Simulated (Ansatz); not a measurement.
Input

```
crystal:
  lattice:
    - [-5.6531885842, 1.8843961947, -4.7791519191]
    - [-1.8843961947, -5.6531885842, 4.7791519191]
    - [1.8843961947, 5.6531885842, 4.7791519191]
  atoms:
    - { symbol: Ti, position: [-0.0039001295, -0.0059310154, -0.0014296094] }
    - { symbol: Ti, position: [0.8097888555, 0.2049068147, 0.6021420723] }
    - { symbol: Ti, position: [0.5933374865, 0.4020340152, 0.1938868661] }
    - { symbol: Ti, position: [0.1990765821, 0.7995568814, 0.403328473] }
    - { symbol: Ti, position: [0.697476155, 0.5580172364, 0.663607741] }
    - { symbol: Ti, position: [0.3087752827, 0.9420830318, 0.847335127] }
    - { symbol: Ti, position: [0.1043222827, 0.1658326809, 0.4579225442] }
    - { symbol: Ti, position: [0.9004640972, 0.3500157771, 0.050367437] }
    - { symbol: Ti, position: [0.4959478362, 0.7361331492, 0.2353207503] }
    - { symbol: O, position: [0.7135076262, 0.7593297386, 0.8592394436], spin: 0.167 }
    - { symbol: O, position: [0.3015070195, 0.1635141949, 0.0626759552] }
    - { symbol: O, position: [0.0880368477, 0.3544155785, 0.6361902046], spin: 0.167 }
    - { symbol: O, position: [0.9019388875, 0.5565083049, 0.2636079913] }
    - { symbol: O, position: [0.498448463, 0.9649445359, 0.4644237311] }
    - { symbol: O, position: [0.6058543663, 0.6106300566, 0.4208124729] }
    - { symbol: O, position: [0.188260442, 0.013636034, 0.6069902123] }
    - { symbol: O, position: [0.9924828104, 0.2036758257, 0.2036211331] }
    - { symbol: O, position: [0.8125036969, 0.4158633146, 0.8140256273] }
    - { symbol: O, position: [0.4075696153, 0.8550820751, 0.0551656735], spin: 0.167 }
    - { symbol: O, position: [0.69571389, 0.3311043886, 0.4345848759] }
    - { symbol: O, position: [0.3192096577, 0.7679671297, 0.6482406396], spin: 0.167 }
    - { symbol: O, position: [0.0994213725, 0.9378016383, 0.2368254775] }
    - { symbol: O, position: [0.9025251206, 0.1425020706, 0.8412312579] }
    - { symbol: O, position: [0.4962768727, 0.5407545958, 0.0507471131], spin: 0.167 }
    - { symbol: O, position: [0.402916844, 0.3486058151, 0.5529690789], spin: 0.167 }
    - { symbol: O, position: [1.0116386848, 0.7909990127, 0.7884145745] }
    - { symbol: O, position: [0.7935528013, 0.9780447925, 0.3889465442] }
    - { symbol: O, position: [0.5992186771, 0.1973113875, 0.9841689639] }
    - { symbol: O, position: [0.201144534, 0.5901253395, 0.1960789385] }
  host:
    lattice:
      - [-1.8843961947, 1.8843961947, 4.7791519191]
      - [1.8843961947, -1.8843961947, 4.7791519191]
      - [1.8843961947, 1.8843961947, -4.7791519191]
    atoms:
      - { symbol: Ti, position: [0.0, 0.0, 0.0] }
      - { symbol: Ti, position: [0.75, 0.25, 0.5] }
      - { symbol: O, position: [0.9574304757, 0.4574304757, 0.5] }
      - { symbol: O, position: [0.2074304757, 0.2074304757, 0.0] }
      - { symbol: O, position: [0.5425695243, 0.0425695243, 0.5] }
      - { symbol: O, position: [0.7925695243, 0.7925695243, 0.0] }
total_charge: -1
basis:
  ecutwfc: 420
  xc_grid: 2
kpoints:
  mp_grid: { grid: [2, 2, 2], shift: [0.5, 0.5, 0.5] }
hamiltonian:
  xc: pbesol
scf:
  occupations: { method: gaussian, width: 0.02 }
  lower_state_search: "off"
output:
  forces: true
  stress: false
  eigenvalues: true
  populations: true
  charged_corrections:
    defect_position: [0.4, 0.6, 0.8]
    epsilon: [[61.3778, 0.0, 0.0], [0.0, 61.3778, 0.0], [0.0, 0.0, 29.3022]]
  write_density: true
  write_potential: true
  elf: true
  volumetric_format: npy
magnetization:
  spin_polarized: true
relax:
  adjacent_minimum: "off"
  f_tol: 0.03
  max_steps: 40
```

Command:

```sh
ansatz run input.yaml --threads 8 --pin off --max-ram 16384MiB --backend cpu --events-out ev --progress --plain --runs-dir out
```

The fields are those of the run's last geometry, not of the input's.

Spin-polarised.

Method: DFT PBEsol, scalar-relativistic, plane waves, PAW (Ansatz 0.2.0).

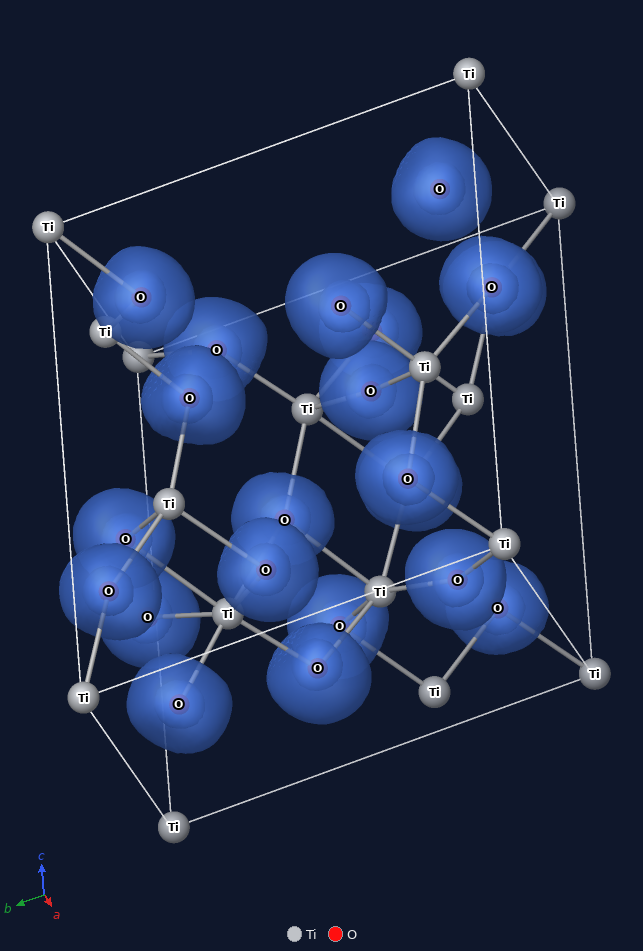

Ti9O20 (cell charge −1, with a compensating background) (cell with a defect). Isosurface of the electron localisation function at 0.75 (blue), seen at an oblique angle. Core shells and regions of very low density are left out. Sticks mark near contacts.

Describe the localisation domains.

Answer. The surface consists of 20 regions wrapped around O (the valence shell of each), counted in one cell of 29 atoms. Regions shared between cells count once. Along the contacts the grid gives the following. Ti–O (1.83 Å): the ELF peaks at about 0.80 in the valence shell of O, 0.6 Å from its nucleus, and is about 0.25 at the midpoint: no shared electron pair shows on this line. Ti–O (1.88 Å): the ELF peaks at about 0.80 in the valence shell of O, 0.6 Å from its nucleus, and is about 0.25 at the midpoint (no shared electron pair shows on this line).

Metal or insulator at this level of theory?

Answer. It is metallic or semimetallic at this level of theory: no gap opens.
